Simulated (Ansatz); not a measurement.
System: Ta₂C, space group P-3m1 (No. 164).

Input file:
```
crystal:
  lattice:
    - [3.0958800685, 0.0, 0.0]
    - [-1.5479400343, 2.6811107863, 0.0]
    - [0.0, 0.0, 4.9201982872]
  atoms:
    - { symbol: Ta, position: [0.3333333333, 0.6666666667, 0.2528297765] }
    - { symbol: Ta, position: [0.6666666667, 0.3333333333, 0.7471702235] }
    - { symbol: C, position: [0.0, 0.0, 0.0] }
basis:
  ecutwfc: 420
kpoints:
  mp_grid: { grid: [18, 18, 10] }
hamiltonian:
  xc: pbesol
scf:
  occupations: { method: fermi_dirac, width: 0.15 }
output:
  forces: true
  stress: true
  eigenvalues: true
elastic:
  mode: relaxed_ion
  amplitude: 0.005
  stencil: two_point
```

Run as:
```bash
ansatz run input.yaml --threads 1 --pin off --max-ram 3072MiB --backend cpu --events-out ev --progress --plain --runs-dir out
```

Computed with Ansatz 0.2.0: elastic stress-strain coefficients at zero temperature from small strains of the given cell, Voigt order xx yy zz yz xz xy, Cartesian axes of the cell vectors; plane waves with PAW datasets, Γ-centred k mesh. Level: PBEsol, no spin polarisation.

| setting | value |
| --- | --- |
| wave cutoff | 420 eV |
| k mesh | 18×18×10 |
| occupations | Fermi–Dirac |
| smearing width | 0.15 eV |
| ions | relaxed |
| strain amplitude | 0.005 |

Describe the result: the stiffness matrix in Voigt order.

All six eigenvalues of the matrix are positive (the least is 92.8 GPa), so the crystal is mechanically stable. Over all directions E runs from 250 to 473 GPa, a ratio of 1.89. E is 384 GPa along x, 384 GPa along y and 449 GPa along z, and 266 GPa along the body diagonal x + y + z. The Hill averages are K = 270 GPa and G = 144 GPa, Poisson's ratio 0.27; K/G = 1.88.

Stiffness matrix C (GPa), Voigt order:
```
       xx     yy     zz     yz     xz     xy
xx  492.4  164.5  150.2  -49.4    0.0    0.0
yy  164.5  492.4  150.2   49.4    0.0    0.0
zz  150.2  150.2  517.2    0.0    0.0    0.0
yz  -49.4   49.4    0.0  127.1    0.0    0.0
xz    0.0    0.0    0.0    0.0  127.1  -49.4
xy    0.0    0.0    0.0    0.0  -49.4  163.9
```

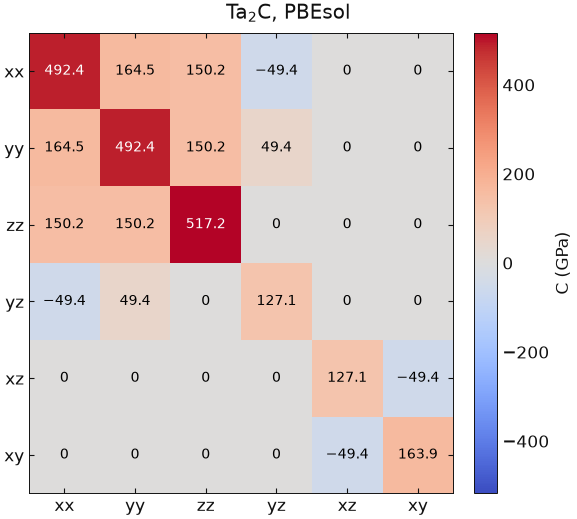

Keep in mind: metal sensitive to the k mesh.
